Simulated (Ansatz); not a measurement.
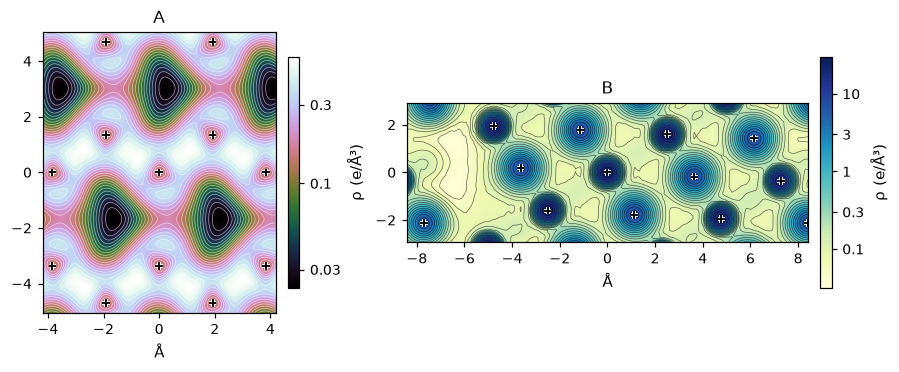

The valence pseudo-density of 2 systems, each on a plane through atoms (crosses mark nuclei in the plane).

These are results of DFT PBEsol, scalar-relativistic, plane waves, PAW (Ansatz 0.2.0), not measurements.

System 1: MgO, the (11̄0) plane of the conventional cell. Space group P1; a point of a scan over the structure, not its minimum; not relaxed (largest force 1.9 eV/Å); PAW files of the earlier set (soft_1).

```yaml
crystal:
  lattice:
    - [2.10760, 0.00000, -2.10760]
    - [0.00000, 2.10760, -2.10760]
    - [9.92869, 9.29641, 8.66413]
  atoms:
    - { symbol: Mg, position: [0.89798, 0.00000, 0.34007] }
    - { symbol: Mg, position: [0.60999, 0.66667, 0.18893] }
    - { symbol: Mg, position: [0.18597, 0.33333, 0.49121] }
    - { symbol: Mg, position: [0.76195, 0.00000, 0.79349] }
    - { symbol: Mg, position: [0.47396, 0.66667, 0.64235] }
    - { symbol: Mg, position: [0.32200, 0.33333, 0.03779] }
    - { symbol: O, position: [0.25398, 0.33333, 0.26450] }
    - { symbol: O, position: [0.96599, 0.00000, 0.11336] }
    - { symbol: O, position: [0.54198, 0.66667, 0.41564] }
    - { symbol: O, position: [0.11796, 0.33333, 0.71792] }
    - { symbol: O, position: [0.82997, 0.00000, 0.56678] }
    - { symbol: O, position: [0.40595, 0.66667, 0.86906] }
```

System 2: Si, the (010) plane of the calculation cell. Space group I-42m; a point of a scan over the structure, not its minimum; a structure from a database of computed crystals, not necessarily the ambient phase; not relaxed (largest force 0.9 eV/Å); computed pressure about −3 GPa in this cell; PAW files of the earlier set (soft_1).

**Which map belongs to which system?**

Panel A is system 2, Si: the plane holds Si. Si–Si (2.34 Å): the density is about 0.56 e/Å³ at the midpoint. Panel B is system 1, MgO: the plane holds Mg and O. Mg–O (2.11 Å): the density is about 0.33 e/Å³ at the midpoint.
